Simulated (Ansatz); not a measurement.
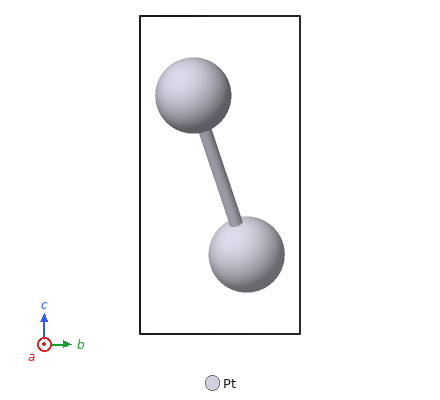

Pt (P6_3/mmc, No. 194): the end point of a relaxation with Ansatz 0.2.0, DFT, RPBE, plane waves (420 eV) with PAW, scalar-relativistic; the starting structure was generated, so it need not be a known form of this composition.

```xyz
2
Lattice="2.7821 0.0000 0.0000 -1.3911 2.4094 0.0000 0.0000 0.0000 4.7878" Properties=species:S:1:pos:R:3 pbc="T T T"
Pt    0.0000    1.6063    1.1970
Pt    1.3911    0.8031    3.5909
```

What will a map of the projected electrostatic potential along [100] show? Computed as the sum of neutral-atom potentials (tabulated electron scattering factors, B = 0.5 Å²) projected along the beam and smoothed by 0.25 Å; brighter is more positive. The display is stretched by a gamma of 0.7; percentages refer to the linear signal.

The columns repeat on a rectangular net of 2.41 × 4.79 Å (plane group p2mg). All columns are alike (Pt). The shortest distance between visible columns is 2.41 Å in projection. Along the beam the structure repeats every 2.78 Å.

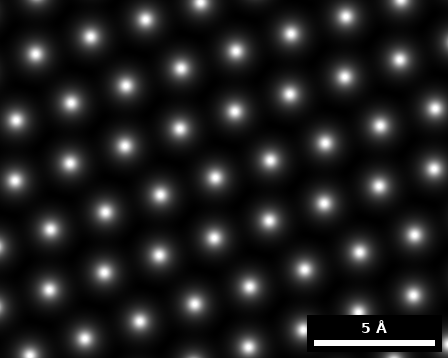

The simulated image.

What mean inner potential do neutral atoms give for this crystal?

About 32 V (the sum of the forward scattering factors over the cell volume; bonding usually lowers the true value).
